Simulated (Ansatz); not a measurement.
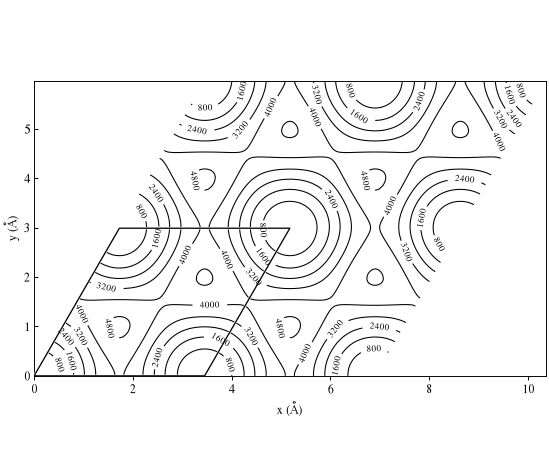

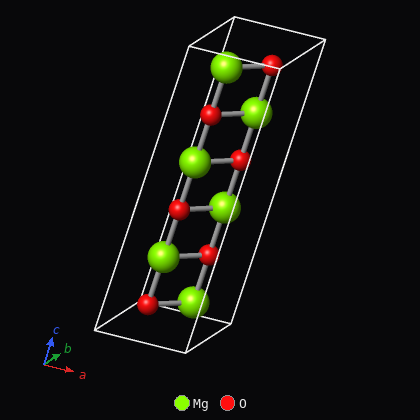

Energy landscape of MgO (P6_3/mmc, No. 194; 12 atoms in the cell). Gamma surface: rigid slide across a plane, one fault a cell; the plane is (0 0 1) of the conventional cell, and the faces at the cut hold Mg/O and Mg/O. Places are given modulo a cell vector. The map is drawn in real space over the plane of the slide. Nothing is relaxed (rigid halves, spacing across the cut fixed). The scan uses a 9 × 9 grid; 19 points were computed and 62 follow by symmetry. All energies are given in mJ/m² relative to the lowest grid point. Level of theory: DFT LDA, scalar-relativistic, plane waves, PAW in Ansatz. Settings: cutoff 520 eV, k-mesh 8×8×2 in the order of the run's cell vectors, gaussian smearing 0.05 eV, no spin polarisation.

Drawn: contour lines labelled in mJ/m², the outline of one cell of the 2 × 2 shown. Between grid points the surface is interpolated. The second picture is the structure at the lowest point

Q: Where are the wells?

A: The lowest grid point is at (0/9, 0/9) of the cell vectors. No other kind of well shows on this grid. The highest grid point, (3/9, 3/9) of the cell vectors, lies 4933 mJ/m² above the lowest. On the interpolated surface the easiest way out of the lowest well to its copy in the next cell or period passes a barrier of about 4000 mJ/m². The gap on the k-mesh is 3.5 eV at the lowest point and runs from 1.0 to 3.5 eV over the map.

Grid values (mJ/m²):

| slide along a2 ↓, slide along a1 → | 0/9 | 1/9 | 2/9 | 3/9 | 4/9 | 5/9 | 6/9 | 7/9 | 8/9 |
| --- | --- | --- | --- | --- | --- | --- | --- | --- | --- |
| 8/9 | 396 | 396 | 1171 | 2466 | 3717 | 4242 | 3717 | 2466 | 1171 |
| 7/9 | 1486 | 1120 | 1486 | 2466 | 3677 | 4527 | 4527 | 3677 | 2466 |
| 6/9 | 2881 | 2382 | 2382 | 2881 | 3717 | 4527 | 4867 | 4527 | 3717 |
| 5/9 | 3890 | 3664 | 3597 | 3664 | 3890 | 4242 | 4527 | 4527 | 4242 |
| 4/9 | 3890 | 4224 | 4532 | 4532 | 4224 | 3890 | 3717 | 3677 | 3717 |
| 3/9 | 2881 | 3664 | 4532 | 4933 | 4532 | 3664 | 2881 | 2466 | 2466 |
| 2/9 | 1486 | 2382 | 3597 | 4532 | 4532 | 3597 | 2382 | 1486 | 1171 |
| 1/9 | 396 | 1120 | 2382 | 3664 | 4224 | 3664 | 2382 | 1120 | 396 |
| 0/9 | 0 | 396 | 1486 | 2881 | 3890 | 3890 | 2881 | 1486 | 396 |

Each point was launched as `ansatz run input.yaml --threads 2 --pin off --max-ram 4096MiB --backend cpu --events-out ev --progress --plain --runs-dir out`. Time for the 19 points that were run: 10 min on 2 threads of Intel(R) Xeon(R) Processor @ 2.50GHz (Skylake/Cascade Lake) (shared host).

PAW datasets: the set soft_1.
